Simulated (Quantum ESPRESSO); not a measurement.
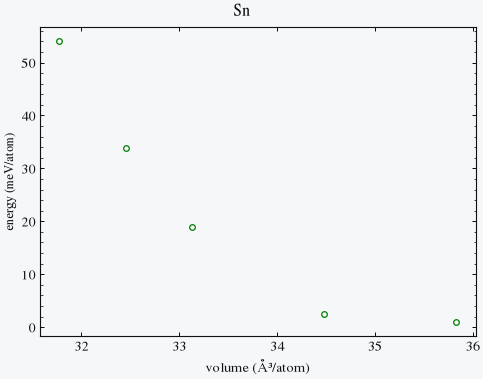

Plotted: energy against volume for Sn, space group Fd-3m (No. 227).

The given structure:
```cif
data_structure
_symmetry_space_group_name_H-M 'P 1'
_symmetry_Int_Tables_number 1
_cell_length_a 4.5726
_cell_length_b 4.5726
_cell_length_c 4.5726
_cell_angle_alpha 60.000
_cell_angle_beta 60.000
_cell_angle_gamma 60.000
_cell_volume 67.61
loop_
_atom_site_label
_atom_site_type_symbol
_atom_site_fract_x
_atom_site_fract_y
_atom_site_fract_z
_atom_site_occupancy
Sn1 Sn 0.75000 0.75000 0.75000 1
Sn2 Sn 0.50000 0.50000 0.50000 1
```

How it was computed, with Quantum ESPRESSO 7.5: plane-wave DFT, no spin polarisation; energies at scaled volumes of the given cell, shape and fractions fixed, counted from the fit's minimum, third-order Birch-Murnaghan fit. Level: RPBE with D4.

```csv
setting,value
k mesh,7×7×7
occupations,Fermi–Dirac
smearing width,0.05 eV
potentials,PseudoDojo 0.4.1 SR PBE standard
wave cutoff,979.6 eV
density cutoff,3918 eV
```

The points at volume 33.80 Å³/atom and 35.16 Å³/atom are left out of the plot. What values does the calculation give there?

```json
{"volume (Å³/atom)": "33.80", "energy (meV/atom)": "8.57"}
{"volume (Å³/atom)": "35.16", "energy (meV/atom)": "0.08"}
```

Limits of the calculation: potentials made for another functional.
